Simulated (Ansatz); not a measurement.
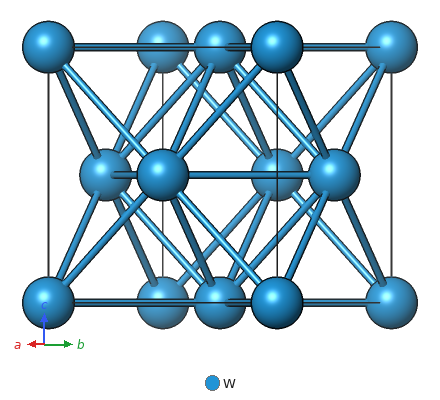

W (Fm-3m, No. 225): the end point of a relaxation with DFT, PBE, plane waves (420 eV) with PAW, scalar-relativistic (Ansatz); the starting structure was generated, so it need not be a known form of this composition.

```xyz
4
Lattice="4.0380 0.0000 0.0000 0.0000 4.0380 0.0000 0.0000 0.0000 4.0380" Properties=species:S:1:pos:R:3 pbc="T T T"
W     0.0000    0.0000    0.0000
W     0.0000    2.0190    2.0190
W     2.0190    0.0000    2.0190
W     2.0190    2.0190    0.0000
```

### What will a dark-field STEM-like image along [210] show? Simulation: incoherent imaging, intensity Z^1.7 per atom, probe width 0.50 Å, thin sample. The probe carries 25 % of its weight in a tail 2.5 times as wide. The display is stretched by a gamma of 0.65; percentages refer to the linear signal. Shot noise and a slight drift were added.

The columns repeat on a rectangular net of 0.90 × 2.02 Å (plane group p2mm). All columns are alike (W). The shortest distance between visible columns is 0.90 Å in projection. Along the beam the structure repeats every 9.03 Å.

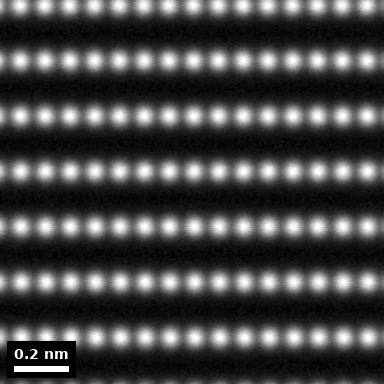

The simulated image.
